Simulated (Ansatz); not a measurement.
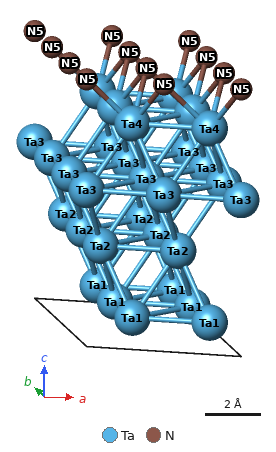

A slab of composition Ta4N (cut from the Fm-3m phase), before the constrained relaxation. The picture is a ball-and-stick view of the 2 × 3 repeat of the cell, outlined in the plane, without the vacuum, seen slightly off an axis.

Case: N put at a hollow Ta-Ta-Ta site. The slab is the (1 1 1) face of Ta with N on it. 2 atoms are held fixed.

All numbers below come from DFT PBEsol, scalar-relativistic, plane waves, PAW (Ansatz 0.2.0).

Input
```yaml
crystal:
  lattice:
    - [2.952588334, 0.0, 0.0]
    - [-1.476294167, 2.5570165042, 0.0]
    - [0.0, 0.0, 26.2323348389]
  atoms:
    - { symbol: Ta, position: [0.6666666667, 0.3333333333, 0.3240275809] }
    - { symbol: Ta, position: [0.3333333333, 0.6666666667, 0.415928599] }
    - { symbol: Ta, position: [0.0, 0.0, 0.5077378576] }
    - { symbol: Ta, position: [0.6666666667, 0.3333333333, 0.5991526892] }
    - { symbol: "N", position: [0.0, 0.0, 0.6647206233] }
basis:
  ecutwfc: 420
kpoints:
  mp_grid: { grid: [12, 12, 1] }
hamiltonian:
  xc: pbesol
scf:
  occupations: { method: gaussian, width: 0.1 }
output:
  forces: true
  eigenvalues: true
  write_density: true
  write_potential: true
  elf: true
  volumetric_format: npy
relax:
  adjacent_minimum: "off"
  f_tol: 0.03
  max_steps: 70
  constraints: [{ sites: [0, 1] }]
efield:
  axis: 3
  dipole_correction: true
  ramp_width: 0.04
```

Launched with:
```bash
ansatz run input.yaml --threads 2 --pin off --max-ram 5120MiB --backend cpu --events-out ev --progress --plain --runs-dir out
```

Question: Where does the constrained relaxation end?

Answer: Over 5 accepted moves (6 points after the start) the energy falls by 3.537 eV per cell of the calculation. Largest force component: 5.2 eV/Å at the start, 0.0022 eV/Å at the end. The line search rejected the trial step at point 3 of the run. N5 moves most: 0.53 Å along the normal (−c). By element the largest moves are N 0.53 Å, Ta 0.24 Å. The cell stays as it was. Near-neighbour distances that change, for instance: Ta4–N5 2.422 → 1.951 Å, Ta3–Ta4 2.942 → 3.095 Å, Ta2–Ta3 2.951 → 2.995 Å. Among the angles between lasting bonds that change: Ta4–N5–Ta4 75.1° → 98.3°.

The end point in the same view:

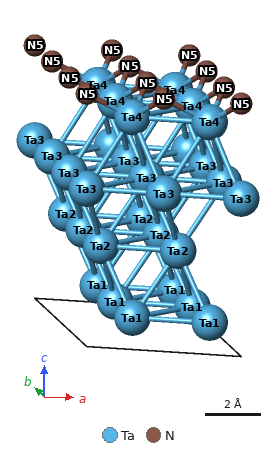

Limits of the set-up: the cell has an odd number of electrons but was run without spin polarisation; the periodic images lie only 3.0 Å apart, so the values are limited by the cell's size.
